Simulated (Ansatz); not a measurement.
# Two runs on TaN

System: TaN (P-62m, 6 atoms in the cell).
Method of run A: DFT, PBEsol, all-electron LAPW, scalar-relativistic, no spin polarisation (Ansatz 0.2.0).

The structure derives from an entry of the Crystallography Open Database. Text and figures count atoms from 1; the logs count them from 0 in places.

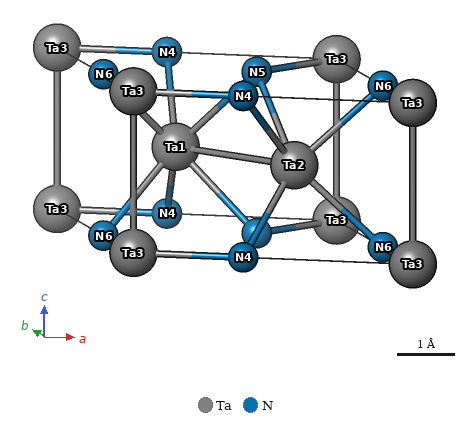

The structure as given in the input (ball-and-stick view of the cell of the calculation, seen slightly off an axis; atoms are numbered from 1 in the order of the input). An atom can appear more than once, as a periodic image.

The input, run A:
```yaml
crystal:
  lattice:
    - [5.1440408582, 0.0, 0.0]
    - [-2.5720204291, 4.4548700613, 0.0]
    - [0.0, 0.0, 2.911]
  atoms:
    - { symbol: Ta, position: [0.3333333333, 0.6666666667, 0.5] }
    - { symbol: Ta, position: [0.6666666667, 0.3333333333, 0.5] }
    - { symbol: Ta, position: [0.0, 0.0, 0.0] }
    - { symbol: "N", position: [0.39285, 0.0, 0.0] }
    - { symbol: "N", position: [0.60715, 0.60715, 0.0] }
    - { symbol: "N", position: [0.0, 0.39285, 0.0] }
kpoints:
  mp_grid: { grid: [6, 6, 9] }
  band_path:
    path:
      - [0.0, 0.0, 0.0]
      - [0.5, 0.0, 0.0]
      - [0.3333333333, 0.3333333333, 0.0]
      - [0.0, 0.0, 0.0]
      - [0.0, 0.0, 0.5]
      - [0.5, 0.0, 0.5]
      - [0.3333333333, 0.3333333333, 0.5]
      - [0.0, 0.0, 0.5]
      - [0.5, 0.0, 0.5]
    npoints: 5
scf:
  occupations: { method: fermi_dirac, width: 0.01 }
hamiltonian:
  xc: pbesol
  pseudopotentials: { kind: all_electron, lapw: { basis_error: 0.001 } }
output:
  forces: true
  stress: true
  eigenvalues: true
```

Command:
```bash
ansatz run input.yaml --threads 2 --pin off --max-ram 8192MiB --backend cpu --events-out ev --progress --plain --runs-dir out
```

Hardware: 2 threads of Intel Xeon (Granite Rapids), 64 GiB of memory available, shared host.

Output, shortened to warnings, some set-up lines, iterations and results (run A):
```
Basis set: ecut = 434.7729540650808 eV, 1335 PW (Γ), exchange–correlation at level 2
Symmetry: 12 space group operations
k-points: 35 of 324 (time reversal used)
Initial density: superposition of atomic densities (chi_scale 0.1, normalization cell, long waves kept (reshape's long-wave potential 0.01 eV rms))
[...]
SCF iter   1: F=—  HF=-1277797.798560 eV  |F-HF|=—  |Δ(HF+E_count)|=         —  Δρ=1.42e-1  dr2=1.57e1  ethr=1.01e-2  ⟨swp⟩=2.0  Hψ=20211  notcnv=0
SCF iter   2: F=—  HF=-1277792.265379 eV  |F-HF|=—  |Δ(HF+E_count)|=    5.53e0  Δρ=2.75e-2  dr2=2.25e-1  ethr=1.45e-4  ⟨swp⟩=2.0  Hψ=16725  notcnv=0
SCF iter   3: F=—  HF=-1277792.110494 eV  |F-HF|=—  |Δ(HF+E_count)|=         —  Δρ=2.91e-2  dr2=6.60e-1  ethr=1.44e-4  ⟨swp⟩=3.0  Hψ=10956  notcnv=0
SCF iter   4: F=—  HF=-1277792.078531 eV  |F-HF|=—  |Δ(HF+E_count)|=   3.20e-2  Δρ=9.79e-3  dr2=7.33e-2  ethr=1.44e-4  ⟨swp⟩=2.0  Hψ=10396  notcnv=0
SCF iter   5: F=—  HF=-1277791.985941 eV  |F-HF|=—  |Δ(HF+E_count)|=   9.26e-2  Δρ=3.53e-3  dr2=4.59e-3  ethr=4.70e-5  ⟨swp⟩=2.1  Hψ=10387  notcnv=0
SCF iter   6: F=—  HF=-1277791.985258 eV  |F-HF|=—  |Δ(HF+E_count)|=   6.83e-4  Δρ=1.43e-3  dr2=1.86e-3  ethr=2.94e-6  ⟨swp⟩=2.0  Hψ=10395  notcnv=0
SCF iter   7: F=—  HF=-1277791.984847 eV  |F-HF|=—  |Δ(HF+E_count)|=   4.11e-4  Δρ=5.91e-4  dr2=2.60e-4  ethr=1.19e-6  ⟨swp⟩=2.0  Hψ=9837  notcnv=0
SCF iter   8: F=—  HF=-1277791.984855 eV  |F-HF|=—  |Δ(HF+E_count)|=   8.38e-6  Δρ=2.01e-4  dr2=3.96e-5  ethr=1.67e-7  ⟨swp⟩=2.0  Hψ=9837  notcnv=0
SCF iter   9: F=—  HF=-1277791.984810 eV  |F-HF|=—  |Δ(HF+E_count)|=   4.55e-5  Δρ=8.25e-5  dr2=4.96e-6  ethr=2.54e-8  ⟨swp⟩=2.0  Hψ=9837  notcnv=0
SCF iter  10: F=—  HF=-1277791.984808 eV  |F-HF|=—  |Δ(HF+E_count)|=   1.57e-6  Δρ=3.56e-5  dr2=9.85e-7  ethr=3.18e-9  ⟨swp⟩=2.0  Hψ=9837  notcnv=0
SCF iter  11: F=—  HF=-1277791.984808 eV  |F-HF|=—  |Δ(HF+E_count)|=   2.33e-9  Δρ=1.47e-5  dr2=1.87e-7  ethr=6.31e-10  ⟨swp⟩=2.0  Hψ=9837  notcnv=0
SCF iter  12: F=-1277791.984808 eV  HF=-1277791.984808 eV  |F-HF|=2.28e-8  |Δ(HF+E_count)|=   4.17e-8  Δρ=4.88e-6  dr2=1.91e-8  ethr=1.20e-10  ⟨swp⟩=2.0  Hψ=9837  notcnv=0
SCF 1 converged in 12 iterations: F = -1277791.984808 eV  dr2 = 1.91e-8
NSCF: frozen V_eff on 41 k-points
SCF converged after 12 iterations
Free energy (F): -1277791.984808 eV
Harris-Foulkes:  -1277791.984808 eV  (|F-HF|=2.28e-8)
Internal energy: -1277791.984583 eV  (E = F + TS)
E sigma→0 (E₀):  -1277791.984695 eV
Entropy (-TS):   -0.000225 eV (-0.038 meV/atom)
Fermi energy:    25.040729 eV
--- Per-component energies (eV) ---
  E_band       = -17377.742862
  E_kinetic    = 1425710.296838
  E_xc         = -26040.660492
  E_electrostatic = -2677461.620929  (all electrons and nuclei)
  E_smearing   = -0.000225  (= −TS)
  E_closure    = 0.000000  (closes the sum)
  E_atoms      = -1277726.704966  (free atoms, spherical and without spin; not in F)
  Σ components = -1277791.984808   (vs F -1277791.984808, Δ=0.00e0)
  Basis errors (estimates in eV, not in F): energy 4.2e-4 per atom: plane waves 3.8e-4 (2.2e-4 summed), levels above the bands 0.0e0, relativity 1.7e-8, radial functions 4.1e-5, core shells 7.0e-11; eigenvalues (radial functions only) 2.5e-6; not estimated: angular momenta, meshes, grids; target …
--- Forces (eV/Å), atoms counted from 1 ---
  atom   1  Ta     0.00000000    -0.00000000     0.00000000
  atom   2  Ta     0.00000000     0.00000000     0.00000000
  atom   3  Ta    -0.00000000     0.00000000     0.00000000
  atom   4  N      0.16072914     0.00000000     0.00000000
  atom   5  N     -0.08036457    -0.13919552     0.00000000
  atom   6  N     -0.08036457     0.13919552     0.00000000
  max |Σ_I F_I| component: 3.75e-16 eV/Å
--- Stress (GPa, compression-positive) ---
        4.538544       0.000000       0.000000
        0.000000       4.538544       0.000000
        0.000000       0.000000      -0.923168
  P = ⅓ Tr σ = 2.7180 GPa (27.180 kbar)
```

For run B the input was changed thus:
```diff
-    - [5.1440408582, 0.0, 0.0]
-    - [-2.5720204291, 4.4548700613, 0.0]
+    - [5.0401208409, 0.0, 0.0]
+    - [-2.5200604204, 4.3648726863, 0.0]
```

What does this change do to the results?

With the same functional and potentials, run B lies 37.8 meV per atom higher. The pressure goes from 2.72 to 17.91 GPa. The largest force goes from 0.161 to 0.523 eV/Å. The volume per atom goes from 11.12 to 10.67 Å³. The SCF takes 11 iterations against 12. The plane waves at Γ go from 1335 to 1409.

Output, shortened to warnings, some set-up lines, iterations and results (run B):
```
Basis set: ecut = 454.9635118127622 eV, 1409 PW (Γ), exchange–correlation at level 2
Symmetry: 12 space group operations
k-points: 35 of 324 (time reversal used)
Initial density: superposition of atomic densities (chi_scale 0.1, normalization cell, long waves kept (reshape's long-wave potential 0.01 eV rms))
[...]
SCF iter   1: F=—  HF=-1277797.676817 eV  |F-HF|=—  |Δ(HF+E_count)|=         —  Δρ=1.48e-1  dr2=1.61e1  ethr=1.03e-2  ⟨swp⟩=2.0  Hψ=20168  notcnv=0
SCF iter   2: F=—  HF=-1277791.997479 eV  |F-HF|=—  |Δ(HF+E_count)|=    5.68e0  Δρ=2.82e-2  dr2=2.47e-1  ethr=1.58e-4  ⟨swp⟩=2.0  Hψ=16823  notcnv=0
SCF iter   3: F=—  HF=-1277791.839581 eV  |F-HF|=—  |Δ(HF+E_count)|=         —  Δρ=2.55e-2  dr2=4.45e-1  ethr=1.58e-4  ⟨swp⟩=3.0  Hψ=10532  notcnv=0
SCF iter   4: F=—  HF=-1277791.846764 eV  |F-HF|=—  |Δ(HF+E_count)|=   7.18e-3  Δρ=6.79e-3  dr2=2.57e-2  ethr=1.58e-4  ⟨swp⟩=2.0  Hψ=10361  notcnv=0
SCF iter   5: F=—  HF=-1277791.759067 eV  |F-HF|=—  |Δ(HF+E_count)|=   8.77e-2  Δρ=2.47e-3  dr2=2.67e-3  ethr=1.65e-5  ⟨swp⟩=2.1  Hψ=10398  notcnv=0
SCF iter   6: F=—  HF=-1277791.758054 eV  |F-HF|=—  |Δ(HF+E_count)|=   1.01e-3  Δρ=6.93e-4  dr2=4.24e-4  ethr=1.71e-6  ⟨swp⟩=2.0  Hψ=10384  notcnv=0
SCF iter   7: F=—  HF=-1277791.757989 eV  |F-HF|=—  |Δ(HF+E_count)|=   6.52e-5  Δρ=3.38e-4  dr2=8.39e-5  ethr=2.72e-7  ⟨swp⟩=2.0  Hψ=9836  notcnv=0
SCF iter   8: F=—  HF=-1277791.757978 eV  |F-HF|=—  |Δ(HF+E_count)|=   1.12e-5  Δρ=1.02e-4  dr2=7.34e-6  ethr=5.38e-8  ⟨swp⟩=2.0  Hψ=9836  notcnv=0
SCF iter   9: F=—  HF=-1277791.757976 eV  |F-HF|=—  |Δ(HF+E_count)|=   1.20e-6  Δρ=3.22e-5  dr2=1.22e-6  ethr=4.70e-9  ⟨swp⟩=2.0  Hψ=9836  notcnv=0
SCF iter  10: F=—  HF=-1277791.757974 eV  |F-HF|=—  |Δ(HF+E_count)|=   2.03e-6  Δρ=1.56e-5  dr2=1.44e-7  ethr=7.82e-10  ⟨swp⟩=2.0  Hψ=9836  notcnv=0
SCF iter  11: F=-1277791.757974 eV  HF=-1277791.757974 eV  |F-HF|=2.10e-9  |Δ(HF+E_count)|=   2.10e-8  Δρ=4.84e-6  dr2=1.07e-8  ethr=9.20e-11  ⟨swp⟩=2.0  Hψ=9836  notcnv=0
SCF 1 converged in 11 iterations: F = -1277791.757974 eV  dr2 = 1.07e-8
NSCF: frozen V_eff on 41 k-points
SCF converged after 11 iterations
Free energy (F): -1277791.757974 eV
Harris-Foulkes:  -1277791.757974 eV  (|F-HF|=2.10e-9)
Internal energy: -1277791.757889 eV  (E = F + TS)
E sigma→0 (E₀):  -1277791.757931 eV
Entropy (-TS):   -0.000086 eV (-0.014 meV/atom)
Fermi energy:    26.129716 eV
--- Per-component energies (eV) ---
  E_band       = -17194.106170
  E_kinetic    = 1425728.379285
  E_xc         = -26044.550832
  E_electrostatic = -2677475.586342  (all electrons and nuclei)
  E_smearing   = -0.000086  (= −TS)
  E_closure    = 0.000000  (closes the sum)
  E_atoms      = -1277726.704966  (free atoms, spherical and without spin; not in F)
  Σ components = -1277791.757974   (vs F -1277791.757974, Δ=0.00e0)
  Basis errors (estimates in eV, not in F): energy 4.3e-4 per atom: plane waves 3.9e-4 (2.2e-4 summed), levels above the bands 0.0e0, relativity 1.7e-8, radial functions 4.0e-5, core shells 7.1e-11; eigenvalues (radial functions only) 2.8e-6; not estimated: angular momenta, meshes, grids; target …
--- Forces (eV/Å), atoms counted from 1 ---
  atom   1  Ta     0.00000000    -0.00000000     0.00000000
  atom   2  Ta    -0.00000000    -0.00000000     0.00000000
  atom   3  Ta    -0.00000000     0.00000000     0.00000000
  atom   4  N      0.52308836    -0.00000000     0.00000000
  atom   5  N     -0.26154418    -0.45300781     0.00000000
  atom   6  N     -0.26154418     0.45300781     0.00000000
  max |Σ_I F_I| component: 5.55e-17 eV/Å
--- Stress (GPa, compression-positive) ---
       23.359228      -0.000000       0.000000
       -0.000000      23.359228       0.000000
        0.000000       0.000000       6.997297
  P = ⅓ Tr σ = 17.9053 GPa (179.053 kbar)
```

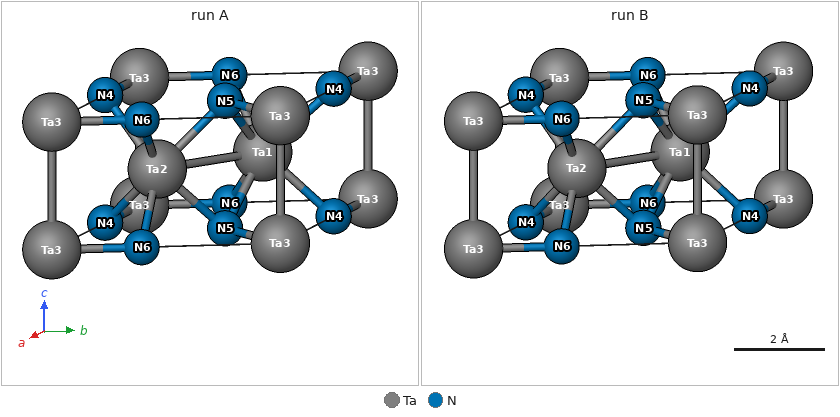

The two input geometries at one scale (ball-and-stick view of the cell of the calculation, seen slightly off an axis). The atoms keep their places relative to the cell (all moves are under 0.005 Å). Cell: a = b 5.144 → 5.040 Å (−2.0 %), c stays at 2.911 Å. Volume −4.0 %. Among the contacts that change: Ta1–Ta2 2.970 → 2.910 Å, Ta3–N4 2.021 → 1.980 Å, Ta1–N4 2.151 → 2.128 Å.

The two runs side by side:

```csv
quantity,run A,run B
outcome,converged,converged
free energy per atom (eV),−212965.3308,−212965.2930
pressure (GPa),2.72,17.91
volume per atom (Å³),11.12,10.67
largest force (eV/Å),0.161,0.523
SCF iterations,12,11
irreducible k-points,35,35
plane waves at Γ,1335,1409
wall time (shared host),80 s,76 s
```

For both runs: Spin–orbit coupling is left out, which matters for Ta.
